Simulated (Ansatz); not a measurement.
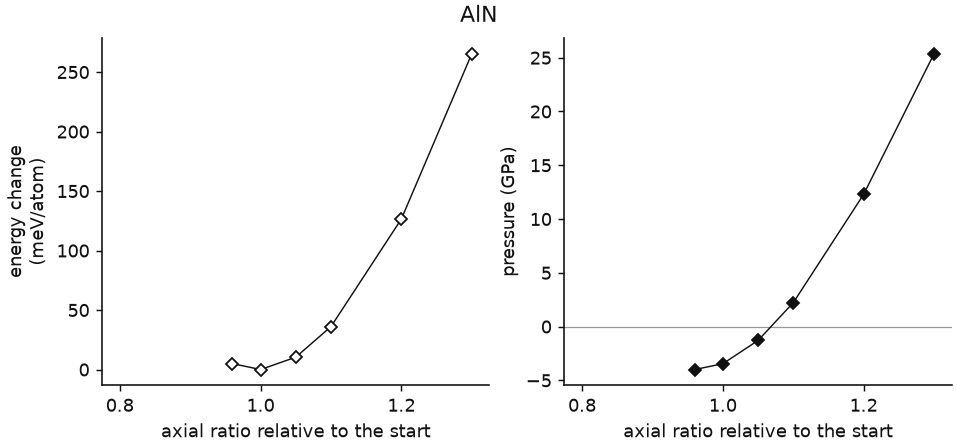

The picture above shows the energy change and pressure against relative axial ratio for AlN, space group P6_3/mmc (No. 194).

Starting cell:
```xyz
4
Lattice="3.3121 0.0000 0.0000 -1.6561 2.8684 0.0000 0.0000 0.0000 4.1876" Properties=species:S:1:pos:R:3 pbc="T T T"
Al    0.0000    1.9123    3.1407
Al    1.6561    0.9561    1.0469
N     0.0000    1.9123    1.0469
N     1.6561    0.9561    3.1407
```

Method: deformation of a crystal at fixed volume, lengths along the axis scaled against those across it, fractional coordinates fixed, by plane-wave density functional theory with PAW datasets, free energies less that of the undisturbed cell, pressure positive in compression; scalar-relativistic (Ansatz 0.2.0). Level: PBEsol, no spin polarisation.

| setting | value |
| --- | --- |
| wave cutoff | 420 eV |
| k mesh | 12×12×6 |
| occupations | Gaussian |
| smearing width | 0.05 eV |
| k shift | (0, 0, 0) (mesh steps) |
| start | as given |
| path | axial |
| axis direction | (0, 0, 1) (Cartesian unit vector) |

The points at relative axial ratio 0.80, 0.85 and 0.92 are left out of the plot. What values does the calculation give there?

```
axial ratio relative to the start  energy change (meV/atom)  pressure (GPa)
                             0.80                       235            10.5
                             0.85                       111             2.2
                             0.92                        25            -3.2
```

Note: reference crystal is not relaxed; shape and atomic fractions are frozen while scaling, which makes layered, chain and framework solids too stiff.
